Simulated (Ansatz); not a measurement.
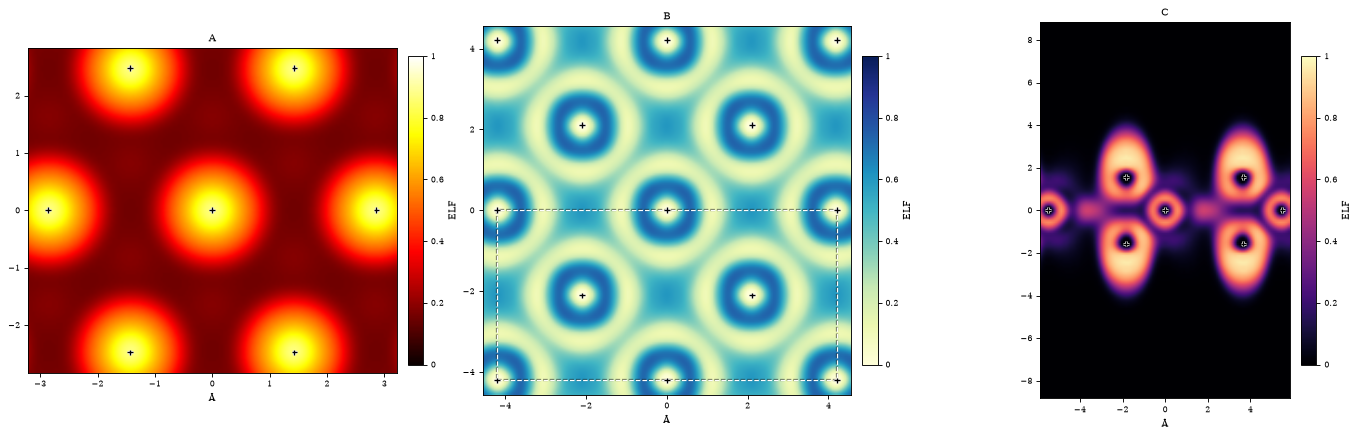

The electron localisation function of 3 systems, each on a plane through atoms (crosses mark nuclei in the plane).

Theory: Ansatz, DFT r2SCAN, scalar-relativistic, plane waves, PAW.

System 1: Ag, the (111) plane of the conventional cell. Space group Fm-3m; a structure from a database of computed crystals, not necessarily the ambient phase; computed pressure about 5 GPa in this cell; computed without spin polarisation.

System 2: Ta, the (11̄0) plane of the calculation cell. Space group Fm-3m.

```cif
data_structure
_symmetry_space_group_name_H-M 'P 1'
_symmetry_Int_Tables_number 1
_cell_length_a 2.9754
_cell_length_b 2.9754
_cell_length_c 8.4157
_cell_angle_alpha 90.000
_cell_angle_beta 90.000
_cell_angle_gamma 90.000
_cell_volume 74.50
loop_
_atom_site_label
_atom_site_type_symbol
_atom_site_fract_x
_atom_site_fract_y
_atom_site_fract_z
_atom_site_occupancy
Ta1 Ta 0.00000 0.00000 0.00000 1
Ta2 Ta 0.50000 0.50000 0.25000 1
Ta3 Ta 0.00000 0.00000 0.50000 1
Ta4 Ta 0.50000 0.50000 0.75000 1
```

System 3: WS2, the (100) plane of the conventional cell. Space group C2; a structure from a database of computed crystals, not necessarily the ambient phase.

Which map belongs to which system?

Panel A is system 1, Ag: the plane holds Ag. Ag–Ag (2.86 Å): the ELF is about 0.15 at the midpoint: no shared electron pair shows on this line. Panel B is system 2, Ta: the plane holds Ta. Ta–Ta (2.98 Å): the ELF is about 0.30 at the midpoint. Panel C is system 3, WS2: the plane holds W and S. W–S (2.41 Å): the ELF peaks at about 0.85 in the valence shell of S, 0.8 Å from its nucleus, and is about 0.50 at the midpoint.
